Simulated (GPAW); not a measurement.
**free-standing triangular V monolayer, spacing 3.216 A: parallel, opposed and spinless runs**

A self-consistent run ends on one state, which hangs on the start. Several orders of free-standing triangular V monolayer, spacing 3.216 A are started in GPAW and their energies compared.

Program: GPAW 26.7.0. Level of theory: LDA; plane waves with GPAW's PAW setups, scalar-relativistic. Results are calculated unless marked as measured.

## Step 1: The starting structure

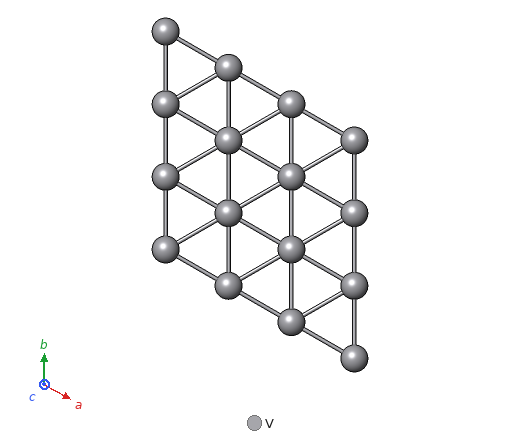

Start, viewed from above; vanadium grey. 3×3×1 cells are drawn. Some periodic images of atoms are drawn too.

The cell holds 1 atom: 1 V. Its edges and angles: a = 3.216 Å, b = 3.216 Å, c = 14.000 Å, α = 90.0°, β = 90.0°, γ = 120.0°. model lattice. Vacuum lies along c.

## Step 2: Order 1, typed as ferro +

Parallel moments need no larger cell; this start tests for a ferromagnetic state only.

The input, order1.py:

```python
import json
import numpy as np
from ase import Atoms
from ase.parallel import paropen, parprint
from gpaw import GPAW

atoms = Atoms(['V'],
    cell=[[3.216, 0.0, 0.0],
         [-1.608, 2.785138, 0.0],
         [0.0, 0.0, 14.0]],
    scaled_positions=[[0.0, 0.0, 0.5]],
    pbc=True,
    magmoms=[1.5])
atoms.calc = GPAW(mode={'name': 'pw', 'ecut': 550},
    xc='LDA',
    kpts={'size': (10, 10, 1), 'gamma': True},
    occupations={'name': 'fermi-dirac', 'width': 0.1},
    convergence={'density': 1e-05, 'energy': 1e-05},
    maxiter=200,
    symmetry={'tolerance': 1e-4},
    txt='order1.txt')
e = atoms.get_potential_energy(force_consistent=True)
res = {'free_energy': e, 'energy_sigma0': atoms.get_potential_energy(), 'fermi_energy': atoms.calc.get_fermi_level()}
res['moments'] = atoms.get_magnetic_moments().tolist()
res['total'] = atoms.get_magnetic_moment()
parprint('site moments (muB):', np.round(res['moments'], 3))
parprint(f"total moment: {res['total']:.3f} muB")
parprint(f'free energy: {e:.6f} eV')
atoms.calc.write('order1.gpw')
with paropen('results.json', 'w') as f:
    json.dump(res, f)
```

Command:

```
> OMP_NUM_THREADS=1 mpirun -n 2 gpaw python order1.py > order1.log
```

What it wrote:

```text
site moments (muB): [2.763]
total moment: 3.762 muB
free energy: -5.743152 eV

--- order1.txt ---
Input parameters:
  mode=PW(ecut=550),
  convergence={'density': 1e-05, 'energy': 1e-05},
  kpts=MonkhorstPack(size=(10, 10, 1), gamma=True),
  maxiter=200,
  occupations=Occupations(name='fermi-dirac', width=0.1),
  symmetry=Symmetry(tolerance=0.0001),
  xc=XC(name='LDA')

Diagonalizing LCAO Hamiltonian
Converting LCAO to pw mode

       V

Atoms  # Å, Bohr magnetons
|   | symbol |        x |        y |        z |    initial magnetic moments |
|---|--------|----------|----------|----------|-----------------------------|
| 0 |      V | 0.000000 | 0.000000 | 7.000000 | ( 0.0000,  0.0000,  1.5000) |

Unit cell  # Å
| periodic |         x |        y |         z |   lengths |     angles |
|----------|-----------|----------|-----------|-----------|------------|
|      yes |  3.216000 | 0.000000 |  0.000000 |  3.216000 |  90.000000 |
|      yes | -1.608000 | 2.785138 |  0.000000 |  3.216000 |  90.000000 |
|      yes |  0.000000 | 0.000000 | 14.000000 | 14.000000 | 119.999997 |

Number of symmetries: 24

BZ-sampling:
  Number of BZ points: 100
  Number of IBZ points: 14

  Monkhorst-Pack size: [10, 10, 1]
  Monkhorst-Pack shift: [0.05, 0.05, 0.0]

K-points  # in reciprocal-cell coordinates
|     |                                coordinates |     weight |
|-----|--------------------------------------------|------------|
|   0 | (  0.00000000,   0.00000000,   0.00000000) | 0.01000000 |
|   1 | (  0.10000000,   0.00000000,   0.00000000) | 0.06000000 |
|   2 | (  0.20000000,  -0.10000000,   0.00000000) | 0.06000000 |
|   3 | (  0.20000000,   0.00000000,   0.00000000) | 0.06000000 |
|   4 | (  0.30000000,  -0.10000000,   0.00000000) | 0.12000000 |
|   5 | (  0.30000000,   0.00000000,   0.00000000) | 0.06000000 |
|   6 | (  0.40000000,  -0.20000000,   0.00000000) | 0.06000000 |
|   7 | (  0.40000000,  -0.10000000,   0.00000000) | 0.12000000 |
|   8 | (  0.40000000,   0.00000000,   0.00000000) | 0.06000000 |
|   9 | (  0.40000000,   0.30000000,   0.00000000) | 0.06000000 |
| ... |                                            |            |
|  13 | (  0.50000000,   0.50000000,   0.00000000) | 0.03000000 |

Plane wave coefficients: 3690
Cutoff: 550.0 eV

Spin-components: 2 (collinear spins)
Bands:           13
Projectors:      6
Spin-degeneracy: 1
Datatype:        complex128

Parallelization:
  kpt:    2
  domain: 1
  band:   1

Density:
  Valence electrons: 13.0
  Components: 2
  Grid points: [18 18 80]
  Charge: 0.0  # |e|

Potential:
  Grid points: [18 18 80]

species:
  V:
    name:    Vanadium
    Z:       23.0
    valence: 13
    core:    10
    charge:  0.0  # [|e|]
    compensation charges:
      type: gauss
      rc: 0.37  # [Å]
      lmax: 2
    cutoffs:
      filter: 2.14  # [Å]
      core: 0.96  # [Å]
    projectors
    | kind |    occ | energy [eV] | rcut [Å] |
    |------|--------|-------------|----------|
    |   3s |  2.000 |     -69.819 |    1.254 |
    |   4s |  2.000 |      -4.846 |    1.254 |
    |   3p |  6.000 |     -43.961 |    1.281 |
    |   4p |  0.000 |      -1.526 |    1.281 |
    |   3d |  3.000 |      -5.381 |    1.169 |
    |    d |        |      21.830 |    1.169 |

    Using partial waves for V as LCAO basis

Reference energy: -25767.601835  # eV

eigensolver:
  PPCG
  Converge bands: occupied
  niter=2

density mixing:
  MSR1-Mixer
  Pratt-step length: 0.05
  Maximum mixing coefficient: 0.75
  Old densities: 10
  SVD Regularization: 0.005
  Good broyden scale: 1.0
  Trust region scale: 1.0
  Backstep threshold: 4.0
  History deletion threshold: 6.0
  Fourier metric: weight=20.0, sigma=0.015

occupation numbers:
  Fermi-Dirac:
    width: 0.1000  # eV

poisson solver:
  ecut: 4400.0  # eV

xc functional:
  name: None

convergence criteria:
- Maximum integral of absolute [dens]ity change: 1e-05 electrons / valence electron
- Maximum [total energy] change in last 3 cyles: 1e-05 eV / valence electron
- Maximum integral of absolute [eigenst]ate change: 4e-08 eV^2 / valence electron
maximum number of iterations: 200

SCF iterations
|iter     |      energy | eigst |  dens |  magmom |
|---------|-------------|-------|-------|---------|
|iter:   1|       0s |   -5.388408 | +0.22 |       |  +1.5048|
|iter:   2|       1s |   -5.360696 | -1.34 | -0.82 |  +1.5580|
|iter:   3|       2s |   -5.657572 | -1.61 | -0.84 |  +2.6715|
|iter:   4|       3s |   -5.752332 | -1.06 | -0.99 |  +3.4394|
|iter:   5|       4s |   -5.678606 | -1.62 | -1.18 |  +3.4698|
|iter:   6|       5s |   -5.683877 | -2.72 | -1.63 |  +3.6507|
|iter:   7|       6s |   -5.685554 | -3.71 | -2.20 |  +3.7068|
|iter:   8|       7s |   -5.686192 | -4.06 | -2.54 |  +3.7680|
|iter:   9|       9s |   -5.686198 | -5.23 | -3.13 |  +3.7642|
|iter:  10|      10s |   -5.686181c| -5.80 | -3.54 |  +3.7618|
|iter:  11|      11s |   -5.686179c| -6.47 | -4.21 |  +3.7621|
|iter:  12|      12s |   -5.686178c| -6.97 | -4.70 |  +3.7620|
|iter:  13|      13s |   -5.686177c| -7.42c| -5.64c|  +3.7620|

Converged in 13 steps
Energy contributions relative to reference atoms: (reference = -25767.601835)

Energy contributions:
  Kinetic:          -5.887313
  Coulomb:           6.617108
  Zero:              0.052503
  External:          0.000000
  Xc:               -6.411502
  Entropy:          -0.113948
  Spinorbit:         0.000000
  ----------------------------
  Free energy:      -5.743152
  Extrapolated:     -5.686177

dipole moment: (-3.813980, -6.606008, -0.000000)  # |e|*Ang

Total magnetic moment: (0.000000, 0.000000, 3.761950)

Local magnetic moments
|        x |        y |        z |
|----------|----------|----------|
| 0.000000 | 0.000000 | 2.763002 |  # V    0

Fermi level: -2.689
Eigenvalues  # (at kpt = [0.000, 0.000, 0.000])
| band index |      eig [eV] | occ [0-1] |      eig [eV] | occ [0-1] |
|------------|---------------|-----------|---------------|-----------|
|          0 |       -67.093 |     1.000 |       -64.385 |     1.000 |
|          1 |       -41.268 |     1.000 |       -38.629 |     1.000 |
|          2 |       -41.249 |     1.000 |       -38.629 |     1.000 |
|          3 |       -41.249 |     1.000 |       -38.493 |     1.000 |
|          4 |        -6.907 |     1.000 |        -5.382 |     1.000 |
|          5 |        -3.498 |     1.000 |        -1.318 |     0.000 |
|          6 |        -3.206 |     0.994 |        -1.246 |     0.000 |
|          7 |        -3.206 |     0.994 |        -0.826 |     0.000 |
|          8 |        -2.353 |     0.033 |        -0.826 |     0.000 |
|          9 |        -2.353 |     0.033 |         0.185 |     0.000 |
|         10 |        -2.334 |     0.028 |         0.185 |     0.000 |
|         11 |         1.196 |     0.000 |         1.490 |     0.000 |
|         12 |         2.279 |     0.000 |         2.531 |     0.000 |

No gap
No difference between direct/indirect transitions
```

The job ended after 17 s (2 MPI ranks of Arm Neoverse V1, shared host; peak memory 0.43 GiB; 33 s of CPU time).

Spin moment in the augmentation sphere by atom:

```tsv
atom	spin moment in the augmentation sphere (μB)
V1	2.76
```

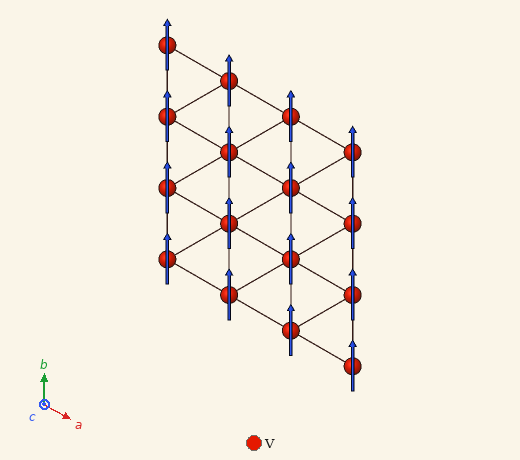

Spin moment in the augmentation sphere as arrows, the longest 2.76 μB. Up and down stand for the sign. Arrows give size and sign along the axis of quantisation, drawn up and down the page. 3×3×1 cells are drawn. Some periodic images of atoms are drawn too.

This step gave:

```
magnetization : 3.762 μB
final state   : ferromagnetic
```

After 13 cycles the largest moment stands at 2.76 μB.

## Step 3: Order 2, typed as antiferro q=(0,1/2,0) +-

Reversing part of the moments tests the sign of the couplings between them.

The cell is doubled to 2 atoms to hold this order. Its mesh is chosen so that both cells sample the same points.

order2.py is the script of step 2 with these lines changed:

```diff
@@ -6,12 +6,13 @@
 
-atoms = Atoms(['V'],
+atoms = Atoms(['V', 'V'],
     cell=[[3.216, 0.0, 0.0],
-         [-1.608, 2.785138, 0.0],
+         [-3.216, 5.570276, 0.0],
          [0.0, 0.0, 14.0]],
-    scaled_positions=[[0.0, 0.0, 0.5]],
+    scaled_positions=[[0.0, 0.0, 0.5],
+         [0.0, 0.5, 0.5]],
     pbc=True,
-    magmoms=[1.5])
+    magmoms=[1.5, -1.5])
 atoms.calc = GPAW(mode={'name': 'pw', 'ecut': 550},
     xc='LDA',
-    kpts={'size': (10, 10, 1), 'gamma': True},
+    kpts={'size': (10, 5, 1), 'gamma': True},
     occupations={'name': 'fermi-dirac', 'width': 0.1},
@@ -20,3 +21,3 @@
     symmetry={'tolerance': 1e-4},
-    txt='order1.txt')
+    txt='order2.txt')
 e = atoms.get_potential_energy(force_consistent=True)
@@ -28,3 +29,3 @@
 parprint(f'free energy: {e:.6f} eV')
-atoms.calc.write('order1.gpw')
+atoms.calc.write('order2.gpw')
 with paropen('results.json', 'w') as f:
```

Command:

```
> OMP_NUM_THREADS=1 mpirun -n 2 gpaw python order2.py > order2.log
```

What it wrote:

```text
site moments (muB): [ 2.653 -2.653]
total moment: -0.000 muB
free energy: -11.476924 eV

--- order2.txt ---
Input parameters:
  mode=PW(ecut=550),
  convergence={'density': 1e-05, 'energy': 1e-05},
  kpts=MonkhorstPack(size=(10, 5, 1), gamma=True),
  maxiter=200,
  occupations=Occupations(name='fermi-dirac', width=0.1),
  symmetry=Symmetry(tolerance=0.0001),
  xc=XC(name='LDA')

Diagonalizing LCAO Hamiltonian
Converting LCAO to pw mode

         V
           V

Atoms  # Å, Bohr magnetons
|   | symbol |         x |        y |        z |    initial magnetic moments |
|---|--------|-----------|----------|----------|-----------------------------|
| 0 |      V |  0.000000 | 0.000000 | 7.000000 | ( 0.0000,  0.0000,  1.5000) |
| 1 |      V | -1.608000 | 2.785138 | 7.000000 | ( 0.0000,  0.0000, -1.5000) |

Unit cell  # Å
| periodic |         x |        y |         z |   lengths |     angles |
|----------|-----------|----------|-----------|-----------|------------|
|      yes |  3.216000 | 0.000000 |  0.000000 |  3.216000 |  90.000000 |
|      yes | -3.216000 | 5.570276 |  0.000000 |  6.432001 |  90.000000 |
|      yes |  0.000000 | 0.000000 | 14.000000 | 14.000000 | 119.999997 |

Number of symmetries: 4

BZ-sampling:
  Number of BZ points: 50
  Number of IBZ points: 26

  Monkhorst-Pack size: [10, 5, 1]
  Monkhorst-Pack shift: [0.05, 0.0, 0.0]

Plane wave coefficients: 7370
Cutoff: 550.0 eV

Spin-components: 2 (collinear spins)
Bands:           20
Projectors:      12
Spin-degeneracy: 1
Datatype:        complex128

Parallelization:
  kpt:    2
  domain: 1
  band:   1

Density:
  Valence electrons: 26.0
  Components: 2
  Grid points: [18 35 80]
  Charge: 0.0  # |e|

Potential:
  Grid points: [18 35 80]

[... setups left out ...]
Reference energy: -51535.203669  # eV

eigensolver:
  PPCG
  Converge bands: occupied
  niter=2

density mixing:
  MSR1-Mixer
  Pratt-step length: 0.05
  Maximum mixing coefficient: 0.75
  Old densities: 10
  SVD Regularization: 0.005
  Good broyden scale: 1.0
  Trust region scale: 1.0
  Backstep threshold: 4.0
  History deletion threshold: 6.0
  Fourier metric: weight=20.0, sigma=0.015

occupation numbers:
  Fermi-Dirac:
    width: 0.1000  # eV

poisson solver:
  ecut: 4400.0  # eV

xc functional:
  name: None

convergence criteria:
- Maximum integral of absolute [dens]ity change: 1e-05 electrons / valence electron
- Maximum [total energy] change in last 3 cyles: 1e-05 eV / valence electron
- Maximum integral of absolute [eigenst]ate change: 4e-08 eV^2 / valence electron
maximum number of iterations: 200

SCF iterations
|iter     |      energy | eigst |  dens |  magmom |
|---------|-------------|-------|-------|---------|
|iter:   1|       0s |  -10.956530 | +0.26 |       |  -0.0000|
|iter:   2|       6s |  -10.891052 | -1.14 | -0.83 |  -0.0000|
|iter:   3|      12s |  -11.245415 | -1.23 | -0.86 |  -0.0001|
|iter:   4|      19s |  -11.312938 | -1.17 | -0.94 |  +0.0019|
|iter:   5|      25s |  -11.775046 | -1.54 | -1.43 |  -0.0544|
|iter:   6|      31s |  -11.343545 | -1.73 | -0.79 |  +0.0018|
|iter:   7|      37s |  -11.342640 | -2.92 | -1.83 |  -0.0051|
|iter:   8|      43s |  -11.342415 | -3.62 | -2.16 |  -0.0037|
|iter:   9|      49s |  -11.343033 | -3.86 | -2.24 |  -0.0032|
|iter:  10|      55s |  -11.343002 | -4.59 | -2.66 |  -0.0013|
|iter:  11|      61s |  -11.343102c| -5.51 | -3.18 |  -0.0010|
|iter:  12|      67s |  -11.343115c| -5.77 | -3.58 |  -0.0004|
|iter:  13|      73s |  -11.343111c| -6.48 | -3.95 |  -0.0001|
|iter:  14|      80s |  -11.343111c| -7.03 | -4.47 |  -0.0001|
|iter:  15|      84s |  -11.343111c| -7.48c| -5.10c|  -0.0000|

Converged in 15 steps
Energy contributions relative to reference atoms: (reference = -51535.203669)

Energy contributions:
  Kinetic:         -13.895489
  Coulomb:          15.159418
  Zero:              0.113037
  External:          0.000000
  Xc:              -12.586263
  Entropy:          -0.267626
  Spinorbit:         0.000000
  ----------------------------
  Free energy:     -11.476924
  Extrapolated:    -11.343111

dipole moment: (-7.615889, -13.191110, 0.000000)  # |e|*Ang

Total magnetic moment: (0.000000, 0.000000, -0.000039)

Local magnetic moments
|        x |        y |         z |
|----------|----------|-----------|
| 0.000000 | 0.000000 |  2.653052 |  # V    0
| 0.000000 | 0.000000 | -2.653065 |  # V    1

Fermi level: -2.628
Eigenvalues  # (at kpt = [0.000, 0.000, 0.000])
| band index |      eig [eV] | occ [0-1] |      eig [eV] | occ [0-1] |
|------------|---------------|-----------|---------------|-----------|
|          0 |       -66.792 |     1.000 |       -66.792 |     1.000 |
|        ... |               |           |               |           |
|          4 |       -40.926 |     1.000 |       -40.926 |     1.000 |
|          5 |       -38.527 |     1.000 |       -38.527 |     1.000 |
|          6 |       -38.375 |     1.000 |       -38.375 |     1.000 |
|          7 |       -38.339 |     1.000 |       -38.339 |     1.000 |
|          8 |        -6.118 |     1.000 |        -6.118 |     1.000 |
|          9 |        -3.892 |     1.000 |        -3.892 |     1.000 |
|         10 |        -3.025 |     0.982 |        -3.025 |     0.982 |
|         11 |        -2.958 |     0.965 |        -2.958 |     0.965 |
|         12 |        -2.398 |     0.092 |        -2.398 |     0.092 |
|         13 |        -2.275 |     0.029 |        -2.275 |     0.029 |
|         14 |        -1.836 |     0.000 |        -1.836 |     0.000 |
|         15 |        -1.429 |     0.000 |        -1.429 |     0.000 |
|         16 |        -1.193 |     0.000 |        -1.193 |     0.000 |
|         17 |        -0.742 |     0.000 |        -0.742 |     0.000 |
|         18 |        -0.285 |     0.000 |        -0.285 |     0.000 |
|         19 |         0.157 |     0.000 |         0.157 |     0.000 |

No gap
No difference between direct/indirect transitions
```

Wall time 93 s (2 MPI ranks); peak memory 0.68 GiB; 3.1 min of CPU time.

Spin moment in the augmentation sphere by atom:

```tsv
atom	spin moment in the augmentation sphere (μB)
V1	2.65
V2	-2.65
```

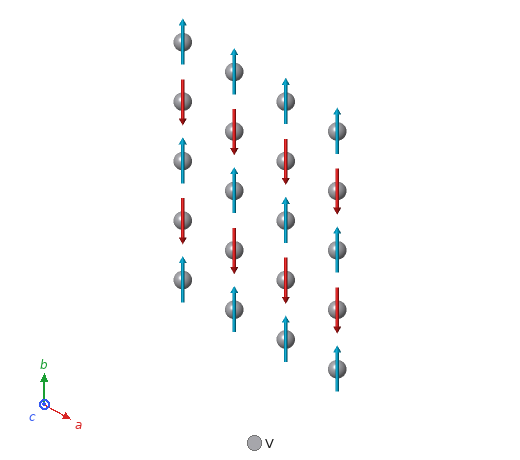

Spin moment in the augmentation sphere as arrows, the longest 2.65 μB. Up and down stand for the sign. Arrows give size and sign along the axis of quantisation, drawn up and down the page. The two directions have two colours. 3×2×1 cells are drawn. Some periodic images of atoms are drawn too.

Read from the output:

- magnetization: 0 μB
- final state: antiferromagnetic

It lies 4.69 meV a seeded atom over the first start, and its largest moment is 2.65 μB against 2.76 μB.

## Step 4: Start 3: no spin polarisation

A run without seeds gives the energy of the state without moments.

The input, nospin.py:

```python
import json
import numpy as np
from ase import Atoms
from ase.parallel import paropen, parprint
from gpaw import GPAW

atoms = Atoms(['V'],
    cell=[[3.216, 0.0, 0.0],
         [-1.608, 2.785138, 0.0],
         [0.0, 0.0, 14.0]],
    scaled_positions=[[0.0, 0.0, 0.5]],
    pbc=True)
atoms.calc = GPAW(mode={'name': 'pw', 'ecut': 550},
    xc='LDA',
    kpts={'size': (10, 10, 1), 'gamma': True},
    occupations={'name': 'fermi-dirac', 'width': 0.1},
    convergence={'density': 1e-05, 'energy': 1e-05},
    maxiter=200,
    symmetry={'tolerance': 1e-4},
    txt='nospin.txt')
e = atoms.get_potential_energy(force_consistent=True)
res = {'free_energy': e, 'energy_sigma0': atoms.get_potential_energy(), 'fermi_energy': atoms.calc.get_fermi_level()}
parprint(f'free energy: {e:.6f} eV')
atoms.calc.write('nospin.gpw')
with paropen('results.json', 'w') as f:
    json.dump(res, f)
```

Command:

```
> OMP_NUM_THREADS=1 mpirun -n 2 gpaw python nospin.py > nospin.log
```

What it wrote:

```text
free energy: -4.978299 eV

--- nospin.txt ---
Input parameters:
  mode=PW(ecut=550),
  convergence={'density': 1e-05, 'energy': 1e-05},
  kpts=MonkhorstPack(size=(10, 10, 1), gamma=True),
  maxiter=200,
  occupations=Occupations(name='fermi-dirac', width=0.1),
  symmetry=Symmetry(tolerance=0.0001),
  xc=XC(name='LDA')

Diagonalizing LCAO Hamiltonian
Converting LCAO to pw mode

       V

Atoms  # Å, Bohr magnetons
[...]
|------------|---------------|-----------|
|          0 |       -66.622 |     2.000 |
|          1 |       -40.999 |     2.000 |
|          2 |       -40.636 |     2.000 |
|          3 |       -40.636 |     2.000 |
|          4 |        -6.193 |     2.000 |
[...]
|          8 |        -1.944 |     0.001 |
|          9 |        -1.854 |     0.000 |
|         10 |        -1.854 |     0.000 |
|         11 |         1.236 |     0.000 |

No gap
No difference between direct/indirect transitions

[key lines of the parts left out:]
Free energy:      -4.978299
Converged in 14 steps
dipole moment: (-3.852301, -6.672381, -0.000000)  # |e|*Ang
Fermi level: -2.745
```

Run time: 9.5 s. Hardware: 2 MPI ranks; peak memory 0.36 GiB.

Numbers from this step:

```
final state : non-magnetic (no spin polarisation)
```

It lies 765 meV a seeded atom over the first start.

(Part 1 of 2 ends here.)

[Logs and program files are shortened in this print: banners, set-up blocks, solver, clock and traceback lines can be left out without a mark of their own.]

[Logs are printed without paths, hosts, clocks, repeated set-up lines and the standing remarks that a program may print on its own settings, such as how far it seeks lower states.]

[Hosts, paths, dates, database ids (printed as entryN), source tags and the programs' standing remarks are cut or masked in the printed files.]

[Where a cell is said to come from a database of computed structures, the database is the Materials Project.]
